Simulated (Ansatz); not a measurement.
# Calculations on SnSe

**1. Relaxation**

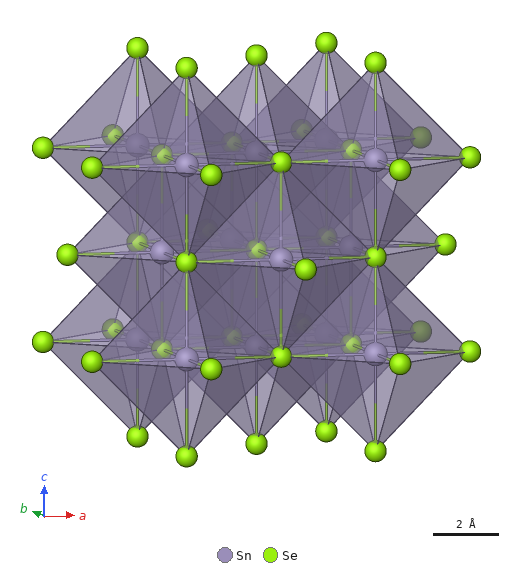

Starting structure of solid SnSe (set up in Fm-3m). A polyhedral model of the conventional cell (4 times the calculation's cell), seen slightly off an axis. Lengths and directions refer to the drawn axes.

Method: Ansatz, DFT PBE, scalar-relativistic, plane waves, PAW.

The input:
```yaml
crystal:
  lattice:
    - [0.0, 3.01, 3.01]
    - [3.01, 0.0, 3.01]
    - [3.01, 3.01, 0.0]
  atoms:
    - { symbol: Sn, position: [0.0, 0.0, 0.0] }
    - { symbol: Se, position: [0.5, 0.5, 0.5] }
basis:
  ecutwfc: 420
kpoints:
  mp_grid: { grid: [10, 10, 10] }
hamiltonian:
  xc: pbe
scf:
  occupations: { method: gaussian, width: 0.02 }
output:
  forces: true
  stress: true
  eigenvalues: true
relax:
  adjacent_minimum: "off"
  f_tol: 0.005
  max_steps: 80
  cell: { stress_tol: 0.05 }
```

Launched with:
```bash
ansatz run input.yaml --threads 1 --pin off --max-ram 2560MiB --backend cpu --events-out ev --progress --plain --runs-dir out
```

Where does the relaxation end?

Answer. No atom moves by more than 0.005 Å relative to the cell. The drawn cell changes as follows: a = b = c 6.020 → 6.062 Å (+0.7 %); the volume changes by +2.1 %. Among the contacts that change: Sn1–Se2 3.010 → 3.031 Å. The space group stays Fm-3m (No. 225). Over 2 accepted moves (3 points after the start) the energy falls by 3.6 meV per cell of the calculation. All forces vanish by symmetry, so only the cell relaxes. The pressure goes from 1.03 to −0.01 GPa. The SCF was repeated once at an unchanged geometry on a basis and grid sized afresh for the cell, which shifted the energy by 0.2 meV per cell of the calculation at most.

**2. Relaxation**

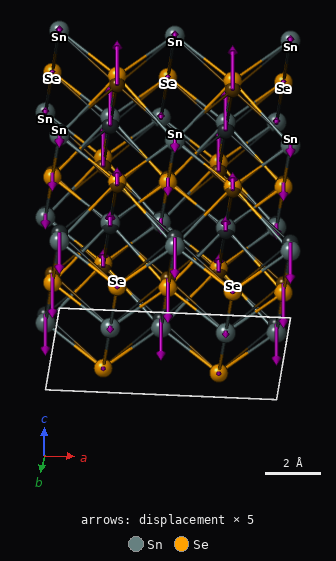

A relaxation of a slab of composition SnSe (cut from the Fm-3m phase). The starting structure is drawn faded, the final one solid; purple arrows show the displacements, magnified 5 times.

The picture is a ball-and-stick view of the 2 × 1 repeat of the cell, outlined in the plane, without the vacuum, seen from a free direction.

Case: (1 1 0) slab, atoms relaxed. The slab is the (1 1 0) face of SnSe.

These are results of Ansatz, DFT PBE, scalar-relativistic, plane waves, PAW, not measurements.

Input file:
```yaml
crystal:
  lattice:
    - [4.286213786, 0.0, 0.0]
    - [0.0, 6.0616216674, 0.0]
    - [0.0, 0.0, 25.715534465]
  atoms:
    - { symbol: Sn, position: [0.5, 0.5, 0.2916525033] }
    - { symbol: Se, position: [0.5, 0.0, 0.2916525033] }
    - { symbol: Sn, position: [0.0, 0.0, 0.374991502] }
    - { symbol: Se, position: [0.0, 0.5, 0.374991502] }
    - { symbol: Sn, position: [0.5, 0.5, 0.4583305007] }
    - { symbol: Se, position: [0.5, 0.0, 0.4583305007] }
    - { symbol: Sn, position: [0.0, 0.0, 0.5416694993] }
    - { symbol: Se, position: [0.0, 0.5, 0.5416694993] }
    - { symbol: Sn, position: [0.5, 0.5, 0.625008498] }
    - { symbol: Se, position: [0.5, 0.0, 0.625008498] }
    - { symbol: Sn, position: [0.0, 0.0, 0.7083474967] }
    - { symbol: Se, position: [0.0, 0.5, 0.7083474967] }
basis:
  ecutwfc: 420
kpoints:
  mp_grid: { grid: [8, 6, 1] }
hamiltonian:
  xc: pbe
scf:
  occupations: { method: gaussian, width: 0.05 }
output:
  forces: true
  eigenvalues: true
relax:
  adjacent_minimum: "off"
  f_tol: 0.02
  max_steps: 60
efield:
  axis: 3
  dipole_correction: true
  ramp_width: 0.04
```

Launched with:
```bash
ansatz run input.yaml --threads 1 --pin off --max-ram 2560MiB --backend cpu --events-out ev --progress --plain --runs-dir out
```

Q: Describe the change and its energy.

A: The largest moves relative to the layer's centre, 0.38 Å, are those of Se4 and Se10. Se10 goes along the normal (+c). By element the largest moves are Se 0.38 Å, Sn 0.35 Å. The lattice vectors keep their values. Among the contacts that change: Se4–Sn5 3.031 → 3.416 Å, Se8–Sn9 3.031 → 3.411 Å, Se10–Sn11 3.031 → 2.812 Å, Se6–Sn7 3.031 → 2.833 Å. Among the angles between lasting bonds that change: Sn1–Se4–Sn1 90.0° → 99.3°, Se2–Sn3–Se2 90.0° → 99.2°, Se8–Sn5–Se8 90.0° → 98.3°. After 5 geometry steps the energy has fallen by 0.796 eV per cell of the calculation. Largest force component: 0.94 eV/Å at the start, 0.013 eV/Å at the end. The run took 17 min on 1 thread of Arm Neoverse V2 (shared host), peak memory 1.4 GiB.

**3. A change**

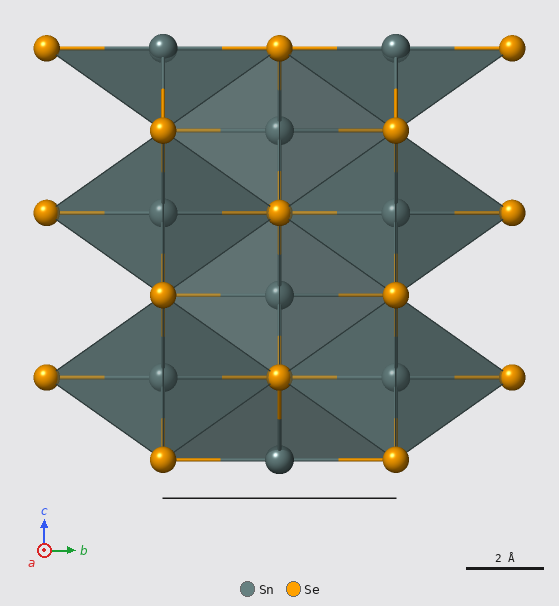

This is a (1 1 0) slab of SnSe as cut from the relaxed bulk. The picture is a polyhedral view of the 2 × 1 repeat of the cell, outlined in the plane, without the vacuum, seen along the a axis.

Theory: DFT PBE, scalar-relativistic, plane waves, PAW in Ansatz 0.2.0. (plane-wave cutoff 420 eV; occupations gaussian; no spin polarisation) The k-mesh is chosen for each cell (10×10×10, 8×6×1). Smearing widths differ between the runs.

Now this is done to it. The atoms of the slab are relaxed at the bulk's in-plane cell.

### What does the calculation give for the changed structure?

The surface energy (mean of the two faces) falls from 0.44 to 0.19 J/m². The top spacing, between the SnSe and SnSe planes, goes from 2.14 to 1.82 Å (−15.0 %), the bottom one (SnSe to SnSe) from 2.14 to 1.82 Å (−15.0 %). The lattice vectors keep their values. The largest moves relative to the layer's centre, 0.38 Å, are those of Se atoms. By element the largest moves are Se 0.38 Å, Sn 0.35 Å. Among the bonded contacts that change: Se–Sn 3.031 → 2.812 to 3.416 Å.

Drawn alike, the variant:

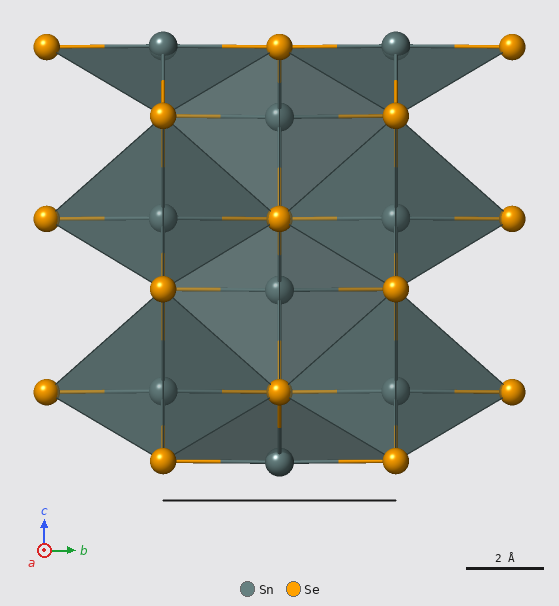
